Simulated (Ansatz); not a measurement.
# LaBiS2O (P4/nmm): a many-body input that goes wrong, and its mend

A first try at the G0W0 gap of LaBiS2O (P4/nmm), what the program said, and an input that works.

Method: G0W0 on r2SCAN, plane waves, PAW; PAW set soft_1, in Ansatz 0.2.0.

### 1. Set-up

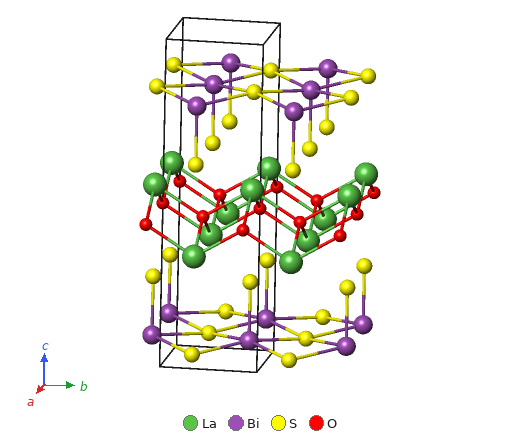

Start, viewed slightly off an axis; lanthanum green, bismuth purple, sulfur yellow, oxygen red. 2×2×1 cells are drawn. Some periodic images of atoms are drawn too.

Coordinates:

```cif
data_structure
_symmetry_space_group_name_H-M 'P4/nmm:1'
_symmetry_Int_Tables_number 129
_cell_length_a 4.0646
_cell_length_b 4.0646
_cell_length_c 13.8614
_cell_angle_alpha 90.000
_cell_angle_beta 90.000
_cell_angle_gamma 90.000
_cell_volume 229.00
loop_
_atom_site_label
_atom_site_type_symbol
_atom_site_symmetry_multiplicity
_atom_site_Wyckoff_symbol
_atom_site_fract_x
_atom_site_fract_y
_atom_site_fract_z
_atom_site_occupancy
La1 La 2 c 0.50000 0.00000 0.58924 1
Bi1 Bi 2 c 0.00000 0.50000 0.87006 1
S1 S 2 c 0.50000 0.00000 0.88843 1
S2 S 2 c 0.00000 0.50000 0.69097 1
O1 O 2 b 0.00000 0.00000 0.50000 1
```

Geometry: measured lattice cell, ions relaxed with r2SCAN; the structure entry is the Materials Project's. The runs that relaxed it are not among those shown. Spin-orbit coupling is left out unless a step names it.

### 2. First try

Input file input.yaml:

```yaml
crystal:
  lattice:
    - [4.0646, 0.0, 0.0]
    - [0.0, 4.0646, 0.0]
    - [0.0, 0.0, 13.8614]
  atoms:
    - { symbol: La, position: [0.5, 0.0, 0.5892440202] }
    - { symbol: La, position: [0.0, 0.5, 0.4107559798] }
    - { symbol: Bi, position: [0.0, 0.5, 0.8700576921] }
    - { symbol: Bi, position: [0.5, 0.0, 0.1299423079] }
    - { symbol: S, position: [0.5, 0.0, 0.8884349997] }
    - { symbol: S, position: [0.0, 0.5, 0.1115650003] }
    - { symbol: S, position: [0.0, 0.5, 0.6909721575] }
    - { symbol: S, position: [0.5, 0.0, 0.3090278425] }
    - { symbol: O, position: [0.0, 0.0, 0.5] }
    - { symbol: O, position: [0.5, 0.5, 0.5] }
kpoints:
  mp_grid: { grid: [1, 1, 1] }
hamiltonian:
  xc: r2scan
  pseudopotentials: { kind: paw, azcp: { folder: soft_1 } }
scf:
  occupations: { method: fixed }
gw:
  n_empty_bands: 372
  ecut_chi: 80
  qp_bands: [v3, c3]
  qp_kpoints: band_edges
  screening: { model: contour_deformation }
```

The run is started by

```sh
ansatz run input.yaml --threads 3 --pin off --max-ram 92160MiB --backend cuda --events-out ev --progress --plain --runs-dir out --devices 1 --max-vram 13GiB
```

Numbers of over 12 decimals in the logs are rounded to 6 here.

Log:

```text
GPUs: using 1 of 1 available (devices: 1).
Engine: ansatz 0.2.0, x86_64-unknown-linux-gnu
Pseudopotentials: kind: paw
Pseudopotential: La, paw, valence charge 11, recommended cutoff 500 eV (meta_gga), soft_1/La.paw.azcp
Pseudopotential: Bi, paw, valence charge 15, recommended cutoff 500 eV (meta_gga), soft_1/Bi.paw.azcp
Pseudopotential: S, paw, valence charge 6, recommended cutoff 500 eV (meta_gga), soft_1/S.paw.azcp
Pseudopotential: O, paw, valence charge 6, recommended cutoff 500 eV (meta_gga), soft_1/O.paw.azcp
Functional definition: r2SCAN
  parameter k0 = 0.174
  parameter k1 = 0.065
  parameter a1 = 4.9479
  exchange = r2scan_x(k0 = k0, k1 = k1, a1 = a1)
  correlation = r2scan_c
device memory: the entry about to start is reckoned to put 1.6 GiB on a device that reports 53.5 GiB free (of which the cap on the GPU budget leaves the run 13.0 GiB)
GPU FFT provider: cuFFT
GPU libraries: cuBLAS 13.8.2, cuFFT 12.4.0, cuSOLVER 12.3.4
Crystal: 10 atoms, lattice volume = 229.004 Å³
Basis set: ecut = 500 eV, 5867 PW (Γ), exchange–correlation on 120×120×432 points (64 copies of the dense FFT grid, shifted against one another)
Bands: 54, of which v1, the nominal top of the filled ones, is band 44 counted from 1 (43 counted from 0)
Symmetry: 16 space group operations
Space group: P4/nmm (ITA 129), of the structure as read, at distance tolerance 6.1e-5 Å
k-points: 1
Non-local potential: La, projectors of the file, l = 0: 3, l = 1: 2, l = 2: 2, l = 3: 3
Non-local potential: Bi, projectors of the file, l = 0: 2, l = 1: 2, l = 2: 2, l = 3: 1
Non-local potential: S, projectors of the file, l = 0: 2, l = 1: 2, l = 2: 1
Non-local potential: O, projectors of the file, l = 0: 2, l = 1: 2, l = 2: 1
PAW form: soft (Blöchl's): semilocal exchange-correlation on the pseudo side does not see the compensation charge
PAW frozen core: La, regenerated for the run's functional (the file was generated under x = pbe(κ = 0.804, μ = 0.219515), c = pbe(β = 0.066725))
PAW frozen core: Bi, regenerated for the run's functional (the file was generated under x = pbe(κ = 0.804, μ = 0.219515), c = pbe(β = 0.066725))
PAW frozen core: S, regenerated for the run's functional (the file was generated under x = pbe(κ = 0.804, μ = 0.219515), c = pbe(β = 0.066725))
PAW frozen core: O, regenerated for the run's functional (the file was generated under x = pbe(κ = 0.804, μ = 0.219515), c = pbe(β = 0.066725))
PAW one-centre angular grid: La, 974 points (default); XC on 160 Gauss nodes
PAW one-centre angular grid: Bi, 590 points (default); XC on 160 Gauss nodes
PAW one-centre angular grid: S, 302 points (default); XC on 160 Gauss nodes
PAW one-centre angular grid: O, 302 points (default); XC on 160 Gauss nodes
Initial density: superposition of atomic densities (chi_scale 0.1, normalization cell, long waves kept (reshape's long-wave potential 0.46 eV rms))
Initial wavefunctions: pseudopotential atomic-orbital guess
GPU buffer pool allocated for 97200 grid points (all kernels)
GPU transforms: local potential and band sums: pruned to the plane-wave sphere, on 30×30×108
Functional: x = r2scan, c = r2scan; τ floored in thin density (d = 2e-4 eV/Å³)
SCF iter   1: F=—  HF=-42129.870659 eV  |F-HF|=—  |Δ(HF+E_count)|=         —  Δρ=4.49e-2  dr2=1.08e1  dr2_τ=2.15e-1  ethr=3.10e-3  ⟨swp⟩=6.0  Hψ=205  notcnv=0  defer=1
preconditioner: auto → Resta (q_TF=auto, 2.326 Å⁻¹)  ε∞=3.7  [insulator: Δε(μ)=2.523 eV  Ē_g=13.798 eV  n_scr=50 (ndim 8)  ℏωp=22.5 eV  f_vac=0.000  ε∞_Penn≈3.7]
SCF iter   2: F=—  HF=-42128.528929 eV  |F-HF|=—  |Δ(HF+E_count)|=    1.34e0  Δρ=2.24e-2  dr2=1.72e0  dr2_τ=5.85e-2  ethr=3.10e-3  ⟨swp⟩=4.0  Hψ=106  notcnv=0  defer=7
SCF iter   3: F=—  HF=-42128.599092 eV  |F-HF|=—  |Δ(HF+E_count)|=   7.02e-2  Δρ=1.29e-2  dr2=3.18e-1  dr2_τ=3.65e-2  ethr=1.96e-3  ⟨swp⟩=5.0  Hψ=110  notcnv=0  defer=8
[...]
SCF iter   7: F=—  HF=-42128.628035 eV  |F-HF|=—  |Δ(HF+E_count)|=   5.81e-5  Δρ=7.04e-5  dr2=1.14e-5  dr2_τ=9.62e-7  ethr=2.06e-7  ⟨swp⟩=3.0  Hψ=107  notcnv=0  defer=8
SCF iter   8: F=—  HF=-42128.628042 eV  |F-HF|=—  |Δ(HF+E_count)|=   7.17e-6  Δρ=1.49e-5  dr2=9.22e-7  dr2_τ=4.37e-8  ethr=1.30e-8  ⟨swp⟩=2.0  Hψ=92  notcnv=0  defer=8
SCF iter   9: F=-42128.628042 eV  HF=-42128.628042 eV  |F-HF|=3.84e-8  |Δ(HF+E_count)|=   2.83e-7  Δρ=4.34e-6  dr2=3.71e-8  dr2_τ=2.80e-9  ethr=1.14e-10  ⟨swp⟩=23.0  Hψ=363  notcnv=0
SCF 1 converged in 9 iterations: F = -42128.628042 eV  dr2 = 3.71e-8
[...]
device memory: the entry about to start is reckoned to put 1.7 GiB on a device that reports 52.8 GiB free (of which the cap on the GPU budget leaves the run 13.0 GiB)
NSCF: frozen V_eff on 1 k-points
[...]
device memory: the entry about to start is reckoned to put 1.2 GiB on a device that reports 52.3 GiB free (of which the cap on the GPU budget leaves the run 13.0 GiB)
NSCF: frozen V_eff on 1 k-points
G₀W₀ screening: q 1/1
G₀W₀ self-energy: k 1/1
device memory: the entry about to start is reckoned to put 0.8 GiB on a device that reports 49.3 GiB free (of which the cap on the GPU budget leaves the run 13.0 GiB)
NSCF: frozen V_eff on 1 k-points
device memory: the entry about to start is reckoned to put 0.8 GiB on a device that reports 47.6 GiB free (of which the cap on the GPU budget leaves the run 13.0 GiB)
NSCF: frozen V_eff on 1 k-points
device memory: the entry about to start is reckoned to put 0.8 GiB on a device that reports 47.7 GiB free (of which the cap on the GPU budget leaves the run 13.0 GiB)
NSCF: frozen V_eff on 1 k-points
device memory: the entry about to start is reckoned to put 0.8 GiB on a device that reports 47.5 GiB free (of which the cap on the GPU budget leaves the run 13.0 GiB)
NSCF: frozen V_eff on 1 k-points
device memory: the entry about to start is reckoned to put 0.8 GiB on a device that reports 46.7 GiB free (of which the cap on the GPU budget leaves the run 13.0 GiB)
NSCF: frozen V_eff on 1 k-points
device memory: the entry about to start is reckoned to put 0.8 GiB on a device that reports 46.5 GiB free (of which the cap on the GPU budget leaves the run 13.0 GiB)
NSCF: frozen V_eff on 1 k-points
device memory: the entry about to start is reckoned to put 0.8 GiB on a device that reports 46.5 GiB free (of which the cap on the GPU budget leaves the run 13.0 GiB)
NSCF: frozen V_eff on 1 k-points
SCF converged after 9 iterations
Free energy (F): -42128.628042 eV
Harris-Foulkes:  -42128.628042 eV  (|F-HF|=3.84e-8)
Internal energy: -42128.628042 eV  (E = F + TS)
E sigma→0 (E₀):  -42128.628042 eV
Fermi energy:    8.157821 eV
--- Per-component energies (eV) ---
  E_band       = -350.388233
  E_kinetic    = 1649.887066
  E_local      = -5119.122931  (includes V_loc(G=0)·N_el)
  E_nonlocal   = 1228.640254
  E_hartree    = 1936.269590
  E_xc         = -1038.636042
  E_vxc        = -1170.895444  (∫ρ·V_xc dr)
  E_paw        = -35047.618245  (= ΣΔE_a)
  E_vpaw       = -876.577320  (= ΣTr[D̂ρ^β])
  E_aug_tail   = 0.000765  (compensation charges beyond the density's cutoff)
  E_vtau       = 65.140854  (kinetic-family band-sum trace: ∫τ·v_τ [+ j·A + Jᵃ·Aᵃ] dr)
  E_ewald      = -5739.432719
  E_core_change = 1.384220  (= ΣΔE_core)
  E_smearing   = -0.000000  (= −TS)
  E_closure    = -0.000000  (closes the sum)
  Σ components = -42128.628042   (vs F -42128.628042, Δ=0.00e0)
--- Band table (eV) ---
  k-point 0: bands = [... 40 lower, 7.8638, 7.8638, 8.1578, 8.1578, 11.8271, 11.9918, 12.1464, 12.3097, ... 6 higher]
--- G₀W₀: contour deformation, 6 samples at zero and on the imaginary axis and 0 off it, 1 q-point, 372 empty bands' worth ---
  eigenvalues of the whole cell's RPA ε∞ on this k-mesh (on a slab, of 1 + 4πα/V) = 4.8238, 5.1192, 5.1192; static W/v taken at q = 0 is 0.135338
  gw.qp_kpoints: band_edges: 1 of 1 stored k-point solved, in 1 pass; an edge of the gap read off the rows below is read off those points alone
    ik  band        ε_KS         Σx   Σc(E_QP)       V_xc       Z   E_QP_lin       E_QP  E_QP is
     0    42      7.8638   -18.7202     3.1442   -15.1861  0.7566     7.4715     7.4739  root
     0    43      8.1578   -19.8242     3.1710   -16.3595  0.7617     7.8630     7.8642  root
     0    44      8.1578   -19.8242     3.1710   -16.3595  0.7617     7.8630     7.8642  root
     0    45     11.8271   -10.0189    -5.9122   -17.5339  0.7752    13.4811    13.4299  root
     0    46     11.9918    -9.6849    -3.3853   -13.6498  0.8150    12.5746    12.5714  root
     0    47     12.1464   -11.3252    -2.9331   -14.9284  0.8129    12.8206    12.8165  root
```

Elapsed: 13 s, on 1 × NVIDIA H100 80GB HBM3 (shared by 6 runs) with 3 threads of AMD EPYC 7R13 (Zen 3), shared host; peak memory 1.4 GiB.

The column dr2 measures how far the density is from self-consistency, as an energy; F and HF (Harris–Foulkes) agree once it is small.

**Diagnosis.**

The run ended normally, though the input holds a fault or crude settings.

The fault: G0W0 on a mesh far too coarse. So few points can't sample the density or the screening, and the band edges may lie elsewhere in the zone.

It printed a gap of 4.71 eV, which is an artefact of the settings.

### 3. A better input

Now the one-shot GW correction: screening in the RPA, then the self-energy of the levels asked for. This step takes PAW set soft_1 files.

Edit input.yaml of step 2 so:

```diff
@@ -17,3 +17,3 @@
 kpoints:
-  mp_grid: { grid: [1, 1, 1] }
+  mp_grid: { grid: [4, 4, 2] }
 hamiltonian:
@@ -24,4 +24,4 @@
 gw:
-  n_empty_bands: 372
-  ecut_chi: 80
+  n_empty_bands: 443
+  ecut_chi: 90
   qp_bands: [v3, c3]
```

Log:

```text
GPUs: using 1 of 1 available (devices: 1).
[...]
GPU FFT provider: cuFFT
GPU libraries: cuBLAS 13.8.2, cuFFT 12.4.0, cuSOLVER 12.3.4
Crystal: 10 atoms, lattice volume = 229.004 Å³
Basis set: ecut = 500 eV, 5867 PW (Γ), exchange–correlation on 120×120×432 points (64 copies of the dense FFT grid, shifted against one another)
Bands: 54, of which v1, the nominal top of the filled ones, is band 44 counted from 1 (43 counted from 0)
[... 1 set-up line as in the run before ...]
[...]
k-points: 12 of 32
[...]
GPU buffer pool allocated for 97200 grid points (all kernels)
[...]
SCF iter   1: F=—  HF=-42131.848466 eV  |F-HF|=—  |Δ(HF+E_count)|=         —  Δρ=3.46e-2  dr2=8.22e0  dr2_τ=1.61e-1  ethr=3.10e-3  ⟨swp⟩=5.3  Hψ=2431  notcnv=0  defer=48
[...]
0    42      7.2278   -18.1866     2.6351   -15.3138  0.7214     6.9879     6.9901  root
     0    43      7.6615   -20.5086     3.0891   -17.3274  0.7269     7.5691     7.5694  root
     0    44      7.6615   -20.5086     3.0891   -17.3274  0.7269     7.5691     7.5694  root
     0    45     11.6820    -9.9001    -5.4847   -16.6301  0.7594    12.9863    12.9272  root
     0    46     11.9456    -8.5047    -4.2787   -13.2359  0.7633    12.4056    12.3981  root
     0    47     12.0312    -9.9503    -4.0507   -14.5175  0.7532    12.5590    12.5477  root
     1    42      7.4744   -19.6385     2.4238   -17.1724  0.7348     7.4320     7.4321  root
     1    43      7.6498   -20.5529     3.1118   -17.3468  0.7268     7.5552     7.5555  root
[...]
7    44      7.3263   -18.4908     2.0491   -16.3753  0.7365     7.2598     7.2599  root
     7    45      9.6345   -10.3792    -3.2581   -13.8518  0.7605     9.8504     9.8490  root
     7    46      9.8575   -10.8925    -3.2481   -14.3874  0.7533    10.1062    10.1043  root
     7    47     11.7214    -9.4206    -3.9748   -13.8334  0.7610    12.1661    12.1594  root
[key lines of the parts left out:]
SCF converged after 9 iterations
Free energy (F): -42131.047226 eV
Fermi energy:    7.769742 eV
```

It took 35 s on 1 × NVIDIA H100 80GB HBM3 (shared by 6 runs) with 3 threads; peak memory 2.5 GiB; 44 s of CPU time.

Numbers from this step:

```
bands summed                                 : 487
RPA ε∞ on this mesh (eigenvalues)            : 6.363, 19.38, 19.38
plane waves in the screening matrix          : 433
q-points in the mesh                         : 32
G0W0 gap on the mesh                         : 1.303 eV
k of the valence top                         : 0, -0.5, 0
k of the conduction bottom                   : 0, -0.5, 0
starting gap on the mesh                     : 1.137 eV
Z at the valence top                         : 0.7449
Z at the conduction bottom                   : 0.7652
least direct G0W0 gap on the computed points : 1.303 eV
```

The gap on the mesh goes from 1.14 eV to 1.30 eV, a correction of +0.17 eV. Between the two edge states, bare exchange in place of the xc potential would open the gap by 4.46 eV, and correlation takes back 4.30 eV.

### 4. Summary of results

| Property | Result |
| --- | --- |
| first try | converged after 13 s |
| better run | G0W0 gap on the mesh 1.30 eV (4×4×2 mesh, 443 empty bands, screening to 90 eV, PAW set soft_1 files) |

**Reading.** The second run differs in: mesh, empty bands and screening cutoff (eV). Bands and cutoff are finite, so the gap is not at the basis limit. The miss can reach some tenths of an eV and take either sign; the mesh is an error of its own. The 4×4×2 mesh is coarse for this cell (its supercell is 16 Å along the shortest edge). The RPA ε∞ on it, from the r2SCAN start, is 6.36 and 19.38; such meshes misread the long-range screening, most where the gap is narrow. Where an edge is built on 6p states of lead, bismuth or thallium, scalar-relativistic gaps usually stand too wide, by a few tenths to over one eV. Empty 4f levels lie among the conduction bands. Their place in the start is unsure; it enters the screening, and the edge itself where they lie low. The many-body steps are scalar-relativistic: spin-orbit coupling is not in them.

[Paths, hosts, dates, memory and timing lines, banners, echoed tables and standing remarks are left out of the program output.]

[Logs are printed without paths, hosts, clocks, repeated set-up lines and the standing remarks that a program may print on its own settings, such as how far it seeks lower states.]

[Runs of the session that timed out or met a known fault of the program may be left out.]

[Cells called generated may have been cut or substituted from an entry of the Crystallography Open Database or the Materials Project.]

[Hosts, paths, dates, database ids (printed as entryN), source tags and the programs' standing remarks are cut or masked in the printed files.]
